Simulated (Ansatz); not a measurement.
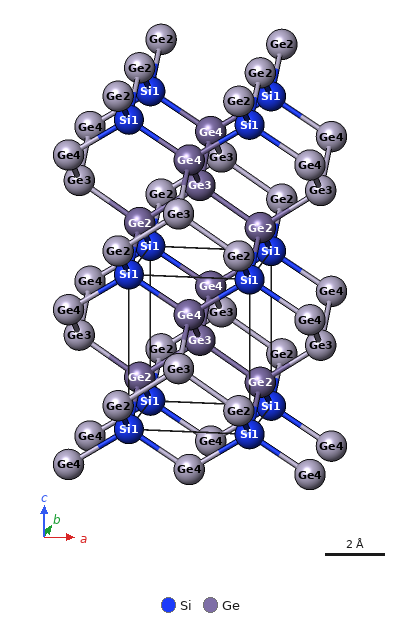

**Figure 1.** The structure as given in the input (ball-and-stick view of the cell of the calculation, repeated 1 × 1 × 2, seen slightly off an axis; neighbours outside the cell are drawn fainter; atoms are numbered from 1 in the order of the input). Near neighbours in the crystal (not all of them lie inside the picture): Si has 4 Ge at 2.46 Å; Ge has 2 Ge at 2.50 Å and 2 Si at 2.46 Å; Ge has 4 Ge at 2.50 Å.

# What a change does: band-structure calculation on Ge3Si

System: Ge3Si (P-4m2, 4 atoms in the cell).
Method of the first run: DFT, PBE, plane waves, PAW, no spin polarisation (Ansatz 0.2.0).

The structure was built on a prototype by a generator. The geometry comes from this level: r2SCAN (a point of a series of strains). Text and figures count atoms from 1; the logs count them from 0 in places.

Input file, the first run:
```yaml
crystal:
  lattice:
    - [4.156890357, 0.0, 0.0]
    - [0.0, 4.156890357, 0.0]
    - [0.0, 0.0, 5.398689619]
  atoms:
    - { symbol: Si, position: [0.0, 0.0, 0.0] }
    - { symbol: Ge, position: [0.0, 0.5, 0.2439064404] }
    - { symbol: Ge, position: [0.5, 0.5, 0.5] }
    - { symbol: Ge, position: [0.5, 0.0, 0.7560935596] }
kpoints:
  mp_grid: { grid: [6, 6, 6] }
  band_path:
    path:
      - [0.0, 0.0, 0.0]
      - [0.0, 0.5, 0.0]
      - [0.5, 0.5, 0.0]
      - [0.0, 0.0, 0.5]
      - [0.0, 0.5, 0.5]
      - [0.5, 0.5, 0.5]
      - [0.0, 0.0, 0.05]
    npoints: 1
hamiltonian:
  xc: pbe
scf:
  occupations: { method: fermi_dirac, width: 0.02 }
  n_extra_bands: 5
output:
  forces: true
  stress: true
  eigenvalues: true
```

Hardware: 4 threads of an Arm (aarch64) CPU, shared host.

Output, shortened to warnings, some set-up lines, iterations and results (the first run):
```
Basis set: ecut = 420 eV, 1819 PW (Γ), exchange–correlation on 60×60×80 points (8 copies of the dense FFT grid, shifted against one another)
Symmetry: 8 space group operations
k-points: 40 of 216 (time reversal used)
Initial density: superposition of atomic densities (neutral atoms: chi_scale 0, normalization atom), corrected by the library's trained network
[...]
SCF iter   1: F=—  HF=-13520.577866 eV  |F-HF|=—  |Δ(HF+E_count)|=         —  Δρ=1.37e-3  dr2=1.67e-3  ethr=1.77e-3  ⟨swp⟩=6.8  Hψ=5046  notcnv=0
SCF iter   2: F=—  HF=-13520.577011 eV  |F-HF|=—  |Δ(HF+E_count)|=   8.55e-4  Δρ=9.37e-4  dr2=7.05e-4  ethr=3.63e-6  ⟨swp⟩=2.0  Hψ=2260  notcnv=0  defer=2
SCF iter   3: F=—  HF=-13520.576927 eV  |F-HF|=—  |Δ(HF+E_count)|=   8.42e-5  Δρ=4.33e-4  dr2=1.91e-4  ethr=1.53e-6  ⟨swp⟩=2.0  Hψ=1721  notcnv=0  defer=2
SCF iter   4: F=—  HF=-13520.577001 eV  |F-HF|=—  |Δ(HF+E_count)|=   7.42e-5  Δρ=1.65e-4  dr2=1.38e-5  ethr=4.14e-7  ⟨swp⟩=2.0  Hψ=1407  notcnv=0  defer=2
SCF iter   5: F=—  HF=-13520.577036 eV  |F-HF|=—  |Δ(HF+E_count)|=   3.54e-5  Δρ=4.64e-5  dr2=1.27e-6  ethr=3.00e-8  ⟨swp⟩=2.0  Hψ=2007  notcnv=0  defer=2
SCF iter   6: F=-13520.577038 eV  HF=-13520.577038 eV  |F-HF|=1.04e-7  |Δ(HF+E_count)|=   1.36e-6  Δρ=9.12e-6  dr2=4.35e-8  ethr=2.17e-10  ⟨swp⟩=5.6  Hψ=5107  notcnv=0
SCF 1 converged in 6 iterations: F = -13520.577038 eV  dr2 = 4.35e-8
NSCF: frozen V_eff on 7 k-points
SCF converged after 6 iterations
Free energy (F): -13520.577038 eV
Harris-Foulkes:  -13520.577038 eV  (|F-HF|=1.04e-7)
Internal energy: -13520.576742 eV  (E = F + TS)
E sigma→0 (E₀):  -13520.576890 eV
Entropy (-TS):   -0.000296 eV (-0.074 meV/atom)
Fermi energy:    7.376609 eV
--- Per-component energies (eV) ---
  E_band       = -482.187788
  E_kinetic    = 371.487175
  E_local      = -7925.176238  (includes V_loc(G=0)·N_el)
  E_nonlocal   = 1280.599601
  E_hartree    = 3485.143428
  E_xc         = -280.371447
  E_vxc        = -238.532497  (∫ρ·V_xc dr)
  E_paw        = -6572.037314  (= ΣΔE_a)
  E_vpaw       = -940.872434  (= ΣTr[D̂ρ^β])
  E_aug_tail   = 0.000953  (compensation charges beyond the density's cutoff)
  E_ewald      = -3880.222900
  E_smearing   = -0.000296  (= −TS)
  E_closure    = 0.000000  (closes the sum)
  Σ components = -13520.577038   (vs F -13520.577038, Δ=0.00e0)
--- Forces (eV/Å), atoms counted from 1 ---
  atom   1  Si    -0.00000000     0.00000000     0.00000000
  atom   2  Ge     0.00000000     0.00000000    -0.04440993
  atom   3  Ge    -0.00000000     0.00000000     0.00000000
  atom   4  Ge     0.00000000     0.00000000     0.04440993
  max |Σ_I F_I| component: 1.11e-16 eV/Å
--- Stress (GPa, compression-positive) ---
       -3.054183       0.000000      -0.000000
        0.000000      -3.054183       0.000000
       -0.000000       0.000000       2.105098
  P = ⅓ Tr σ = -1.3344 GPa (-13.344 kbar)
```

The input of the second run differs as follows (lines with − go, lines with + come):
```diff
-  xc: pbe
+  xc: r2scan
```

How does the second run compare with the first run?

The total energies belong to different methods, so their difference says nothing on which is more stable or more accurate. A gap of 0.05 eV opens on the mesh, where the first run has none. The pressure goes from −1.33 to −3.93 GPa. The largest force goes from 0.044 to 0.001 eV/Å. The functional changes from PBE to r2SCAN. The SCF takes 8 iterations against 6. The default cutoff goes from 420 to 500 eV with the change. The plane waves at Γ go from 1819 to 2371.

Output, shortened to warnings, some set-up lines, iterations and results (the second run):
```
Basis set: ecut = 500 eV, 2371 PW (Γ), exchange–correlation on 128×128×160 points (64 copies of the dense FFT grid, shifted against one another)
Symmetry: 8 space group operations
k-points: 40 of 216 (time reversal used)
Initial density: superposition of atomic densities (neutral atoms: chi_scale 0, normalization atom), corrected by the library's trained network
[...]
SCF iter   1: F=—  HF=-13547.552298 eV  |F-HF|=—  |Δ(HF+E_count)|=         —  Δρ=6.04e-3  dr2=2.46e-2  dr2_τ=9.43e-3  ethr=1.77e-3  ⟨swp⟩=6.8  Hψ=5032  notcnv=0
SCF iter   2: F=—  HF=-13547.562166 eV  |F-HF|=—  |Δ(HF+E_count)|=   9.87e-3  Δρ=1.78e-3  dr2=1.95e-3  dr2_τ=4.72e-5  ethr=5.35e-5  ⟨swp⟩=3.0  Hψ=2656  notcnv=0  defer=33
SCF iter   3: F=—  HF=-13547.562033 eV  |F-HF|=—  |Δ(HF+E_count)|=   1.33e-4  Δρ=1.27e-3  dr2=9.22e-4  dr2_τ=7.58e-6  ethr=4.24e-6  ⟨swp⟩=2.4  Hψ=1752  notcnv=0  defer=33
SCF iter   4: F=—  HF=-13547.561971 eV  |F-HF|=—  |Δ(HF+E_count)|=   6.14e-5  Δρ=5.24e-4  dr2=1.80e-4  dr2_τ=8.19e-7  ethr=2.00e-6  ⟨swp⟩=1.4  Hψ=1102  notcnv=0  defer=33
SCF iter   5: F=—  HF=-13547.561965 eV  |F-HF|=—  |Δ(HF+E_count)|=   6.42e-6  Δρ=1.20e-4  dr2=1.19e-5  dr2_τ=6.83e-8  ethr=3.92e-7  ⟨swp⟩=3.0  Hψ=2061  notcnv=0  defer=33
SCF iter   6: F=—  HF=-13547.561961 eV  |F-HF|=—  |Δ(HF+E_count)|=   3.51e-6  Δρ=2.74e-5  dr2=1.40e-6  dr2_τ=7.40e-9  ethr=2.59e-8  ⟨swp⟩=2.0  Hψ=2005  notcnv=0  defer=33
SCF iter   7: F=—  HF=-13547.561962 eV  |F-HF|=—  |Δ(HF+E_count)|=   3.07e-7  Δρ=7.80e-6  dr2=1.15e-7  dr2_τ=1.08e-9  ethr=3.05e-9  ⟨swp⟩=2.6  Hψ=1769  notcnv=0  defer=33
SCF iter   8: F=-13547.561962 eV  HF=-13547.561962 eV  |F-HF|=4.13e-9  |Δ(HF+E_count)|=   6.05e-9  Δρ=2.32e-6  dr2=8.58e-9  dr2_τ=7.48e-11  ethr=2.17e-10  ⟨swp⟩=8.0  Hψ=4088  …
SCF 1 converged in 8 iterations: F = -13547.561962 eV  dr2 = 8.58e-9
NSCF: frozen V_eff on 7 k-points
SCF converged after 8 iterations
Free energy (F): -13547.561962 eV
Harris-Foulkes:  -13547.561962 eV  (|F-HF|=4.13e-9)
Internal energy: -13547.561566 eV  (E = F + TS)
E sigma→0 (E₀):  -13547.561764 eV
Entropy (-TS):   -0.000396 eV (-0.099 meV/atom)
Fermi energy:    7.419140 eV
--- Per-component energies (eV) ---
  E_band       = -511.516952
  E_kinetic    = 369.982179
  E_local      = -7929.886776  (includes V_loc(G=0)·N_el)
  E_nonlocal   = 1283.849258
  E_hartree    = 3490.650077
  E_xc         = -257.109400
  E_vxc        = -251.152692  (∫ρ·V_xc dr)
  E_paw        = -6621.490319  (= ΣΔE_a)
  E_vpaw       = -978.941124  (= ΣTr[D̂ρ^β])
  E_aug_tail   = 0.000047  (compensation charges beyond the density's cutoff)
  E_vtau       = 13.335174  (kinetic-family band-sum trace: ∫τ·v_τ [+ j·A + Jᵃ·Aᵃ] dr)
  E_ewald      = -3880.222900
  E_core_change = -3.333730  (= ΣΔE_core)
  E_smearing   = -0.000396  (= −TS)
  E_closure    = 0.000000  (closes the sum)
  Σ components = -13547.561962   (vs F -13547.561962, Δ=0.00e0)
--- Forces (eV/Å), atoms counted from 1 ---
  atom   1  Si    -0.00000000     0.00000000     0.00000000
  atom   2  Ge     0.00000000     0.00000000     0.00133634
  atom   3  Ge    -0.00000000     0.00000000     0.00000000
  atom   4  Ge     0.00000000     0.00000000    -0.00133634
  max |Σ_I F_I| component: 8.33e-17 eV/Å
--- Stress (GPa, compression-positive) ---
       -5.936001       0.000000      -0.000000
        0.000000      -5.936001       0.000000
       -0.000000       0.000000       0.067073
  P = ⅓ Tr σ = -3.9350 GPa (-39.350 kbar)
```

The two runs side by side:

```tsv
quantity	the first run	the second run
outcome	converged	converged
free energy per atom (eV)	−3380.1443	−3386.8905
gap on the mesh (eV)	0.00	0.05
pressure (GPa)	−1.33	−3.93
largest force (eV/Å)	0.044	0.001
SCF iterations	6	8
irreducible k-points	40	40
plane waves at Γ	1819	2371
wall time (shared host)	3.5 s	7.7 s
```
